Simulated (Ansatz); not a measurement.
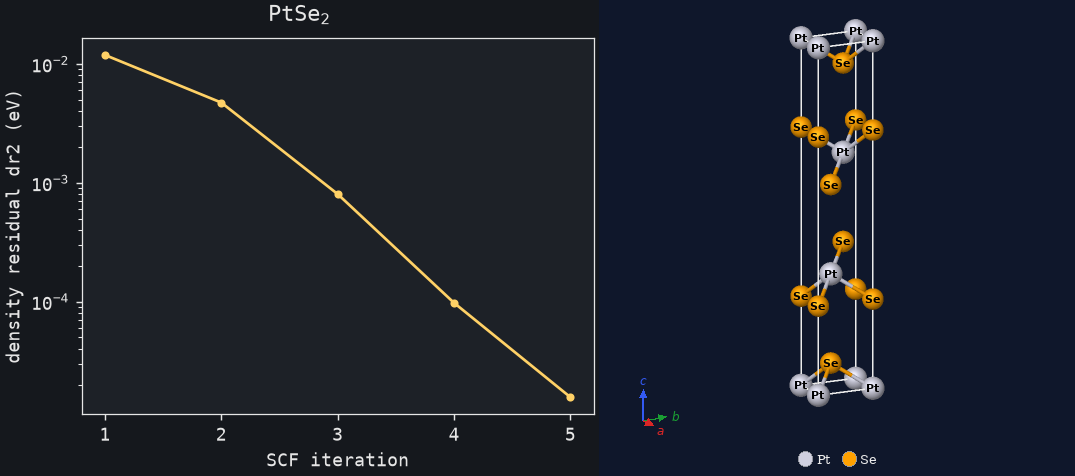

Beside the plot: the structure in its conventional cell.

The plot shows the SCF iterations of a calculation: density residual dr2. The starting density is a sum of atomic densities corrected by a trained network.

PtSe2 (3 atoms in the cell), run with Ansatz.

```
crystal:
  lattice:
    - [1.8457016919, 1.0656163687, 5.7607123393]
    - [-1.8457016919, 1.0656163687, 5.7607123393]
    - [0.0, -2.1312327373, 5.7607123393]
  atoms:
    - { symbol: Pt, position: [0.0, 0.0, 0.0] }
    - { symbol: Se, position: [0.2567812155, 0.2567812155, 0.2567812155] }
    - { symbol: Se, position: [0.7432187845, 0.7432187845, 0.7432187845] }
kpoints:
  mp_grid: { grid: [6, 6, 6] }
hamiltonian:
  xc: r2scan
scf:
  occupations: { method: fixed }
  n_extra_bands: 4
  max_iter: 5
output:
  forces: true
  stress: true
  eigenvalues: true
```

Run as:
```bash
ansatz run input.yaml --threads 4 --pin off --max-ram 3686MiB --backend cpu --events-out ev --progress --plain --runs-dir out
```

Was self-consistency reached?

Not converged after 5 iterations. The residual is still falling at the last step (down to 1.6 × 10⁻⁵).
